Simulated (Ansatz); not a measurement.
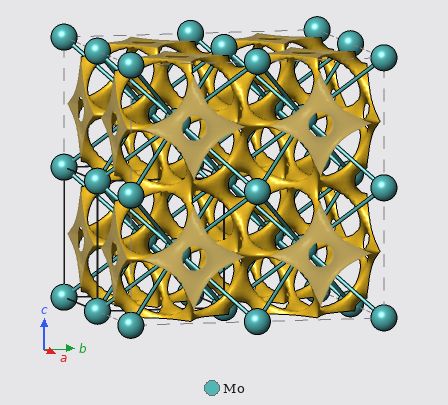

The yellow surface encloses the points that the centre of a probe sphere of radius 0.20 Å can occupy in Mo (Im-3m), computed on a grid of about 0.13 Å (2×2×2 cells shown, view slightly off an axis; pale faces close the region where the box cuts it).

Hard-sphere model; touching radii (half the shortest distance): Mo 1.36 Å.

The cell is taken from the end point of a relaxation with DFT r2SCAN, scalar-relativistic, plane waves, PAW in Ansatz.

Space group Im-3m (No. 229). a = 3.150 Å, b = 3.150 Å, c = 3.150 Å, α = 90.00°, β = 90.00°, γ = 90.00°
| atom | site | symmetry | x | y | z |
| --- | --- | --- | --- | --- | --- |
| Mo | 2a | m-3m | 0.0000 | 0.0000 | 0.0000 |

> Is the space open to the probe made of pockets or channels?

Where they connect, they form a three-dimensional network.

> What share of the cell can the probe's centre reach?

About 7.1 % of the volume (2.2 Å³ of 31.3 Å³).

> Give the largest included and the largest free sphere.

The largest sphere that fits anywhere has a diameter of 0.79 Å; the largest that can travel through the crystal, about 0.6 Å.

> How does the connectivity change as the probe shrinks?

Below a radius of about 0.31 Å the space forms a three-dimensional network. These are grid estimates, good to about 0.05 Å.
